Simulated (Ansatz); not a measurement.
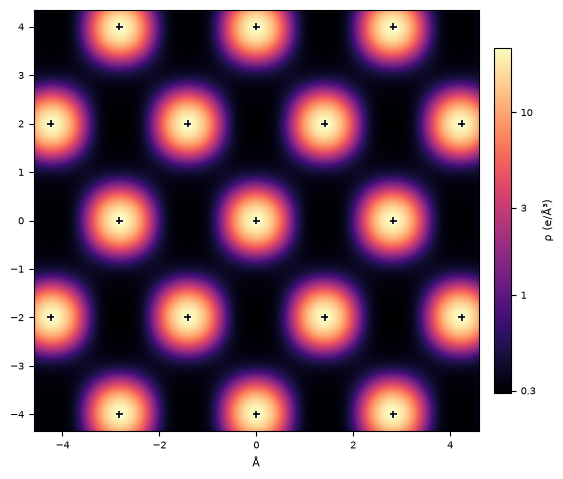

The valence electron density on a plane through atoms (crosses mark nuclei in the plane).

Level of theory: DFT r2SCAN, scalar-relativistic, plane waves, PAW in Ansatz 0.2.0.

Candidates:
A. Si, a = 3.83 Å, b = 3.83 Å, c = 6.34 Å, α = 90.00°, β = 90.00°, γ = 120.00°. Space group P6₃/mmc; a structure from a database of computed crystals, not necessarily the ambient phase.
B. CaF₂, a = 5.44 Å, b = 5.44 Å, c = 5.44 Å, α = 90.00°, β = 90.00°, γ = 90.00°. Space group Fm-3m; a structure from a database of computed crystals, not necessarily the ambient phase.
C. Cr, a = 2.83 Å, b = 2.83 Å, c = 2.83 Å, α = 90.00°, β = 90.00°, γ = 90.00°. Space group Im-3m; computed without spin polarisation.

Which candidate gave the map?

Candidate C: Cr on the (11̄0) plane of the conventional cell, which holds Cr. Cr–Cr (2.45 Å): ρ at the midpoint is about 0.4 e/Å³.
